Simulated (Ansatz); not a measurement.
System: Bi, space group C2/m (No. 12).

The given structure:
```
Bi
1.0
     3.33628   -3.05540    0.00000
     3.33628    3.05540    0.00000
    -1.15098    0.00000    3.09291
Bi
2
Direct
  0.25180 0.25180 0.14900
  0.74820 0.74820 0.85100
```

Input of one of the runs behind the figure:
```
crystal:
  lattice:
    - [3.33628, -3.0554, 0.0]
    - [3.33628, 3.0554, 0.0]
    - [-1.15098, 0.0, 3.09291]
  atoms:
    - { symbol: Bi, position: [0.2518, 0.2518, 0.149] }
    - { symbol: Bi, position: [0.7482, 0.7482, 0.851] }
kpoints:
  mp_grid: { grid: [8, 8, 11] }
  band_path:
    path:
      - [0.0, 0.0, 0.0]
      - [-0.4887142109, 0.4887142109, 0.0]
      - [-0.5112857891, -0.4887142109, 0.0]
      - [-0.5, -0.5, 0.0]
      - [0.0, 0.0, 0.0]
      - [-0.5, -0.5, 0.5]
      - [-0.6796217385, -0.3203782615, 0.5]
      - [-0.3203782615, 0.3203782615, 0.5]
      - [0.0, 0.0, 0.5]
    npoints: 14
scf:
  occupations: { method: fermi_dirac, width: 0.05 }
hamiltonian:
  xc: pbe
  pseudopotentials: { kind: all_electron, lapw: { basis_error: 0.00025 } }
output:
  forces: true
  stress: true
  eigenvalues: true
  fatbands: true
  populations: true
  dos: { projected: true, de: 0.2, e_range: [-14, 8] }
```

Launched with:
```bash
ansatz run input.yaml --threads 1 --pin off --max-ram 3072MiB --backend cpu --events-out ev --progress --plain --runs-dir out
```

How it was computed, with Ansatz 0.2.0: periodic Kohn-Sham DFT of a crystal at fixed atoms, scaled to the stated factor times the given cell; pressure positive in compression, energy less spherical unpolarised free atoms. Level: PBE, no spin-orbit coupling.

```
           setting              value
            method  all-electron LAPW
        relativity             scalar
            k mesh             8×8×11
       occupations        Fermi–Dirac
    smearing width            0.05 eV
basis error target    0.25 (meV/atom)
           nucleus           Gaussian
```

V(given) is 31.53 Å³/atom.

What does the calculation give for the energy less free atoms and pressure against V/V(given)? The V/V(given) takes the values 0.9400, 0.9405, 0.9600, 0.9700, 0.9800, 0.9900, 1.0000, 1.0100, 1.0200, 1.0300, 1.0400, 1.0600.

The energy less free atoms falls from −3.7195 eV/atom at V/V(given) 0.9400 to −3.8213 eV/atom at 1.0600. The pressure falls from 8.831 GPa at V/V(given) 0.9400 to 0.657 GPa at 1.0600.

```csv
V/V(given),energy less free atoms (eV/atom),pressure (GPa)
0.9400,-3.7195,8.831
0.9405,-3.7204,8.785
0.9600,-3.7508,7.080
0.9700,-3.7639,6.272
0.9800,-3.7755,5.507
0.9900,-3.7856,4.781
1.0000,-3.7943,4.093
1.0100,-3.8017,3.441
1.0200,-3.8079,2.824
1.0300,-3.8129,2.238
1.0400,-3.8167,1.682
1.0600,-3.8213,0.657
```

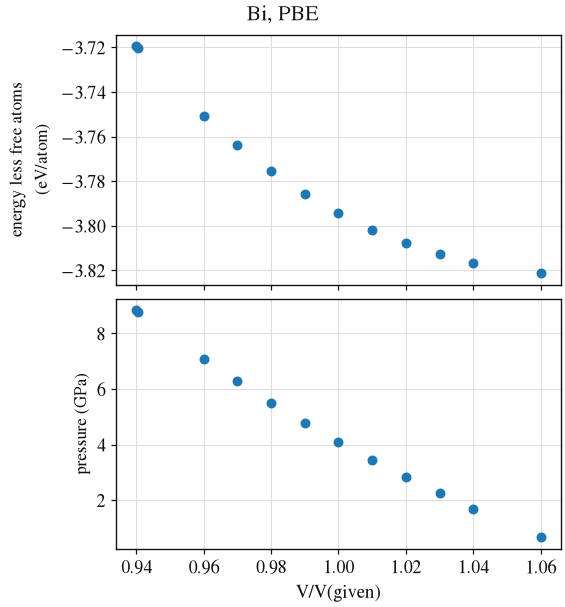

Limits of the calculation: no spin-orbit coupling on heavy atoms; the volumes run don't bracket the minimum of the energy, so any equilibrium value is extrapolated; shape and atomic fractions are frozen while scaling, which makes layered, chain and framework solids too stiff.
